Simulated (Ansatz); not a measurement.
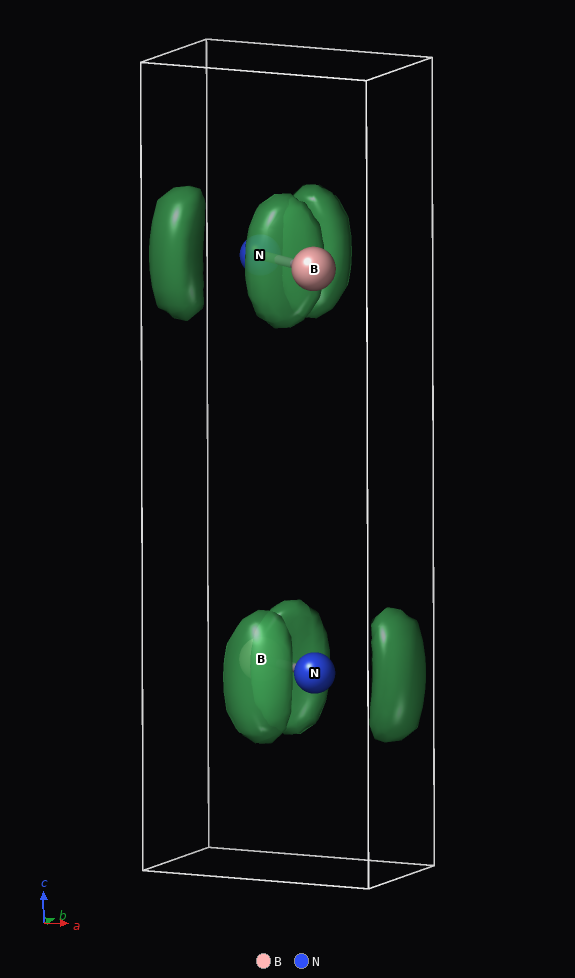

BN. Isosurface of the ELF at 0.85 (green), seen at an oblique angle. Only the valence region is drawn (cores and ρ < 0.01 e/Å³ removed). Sticks mark near contacts.

Space group P-1; changed on purpose from its base cell (equal xy, yz and zx shear strains of +1 %, PAW files); computed pressure about 3 GPa in this cell.

All numbers below come from DFT, PBE, PAW with Ansatz's default frozen-core files, scalar-relativistic in Ansatz 0.2.0.

Core electrons are frozen (PAW), and the valence fields are smoothed inside the atomic spheres.

Identify the bonds, lone pairs and shells in this picture.

Answer. The surface consists of six regions between bonded B–N atoms (shared pairs), counted in one cell of 4 atoms. Regions shared between cells count once. Profiles from the grid: B–N (1.44 Å): the ELF peaks at about 0.95 between the atoms; a shared but strongly polarised pair.
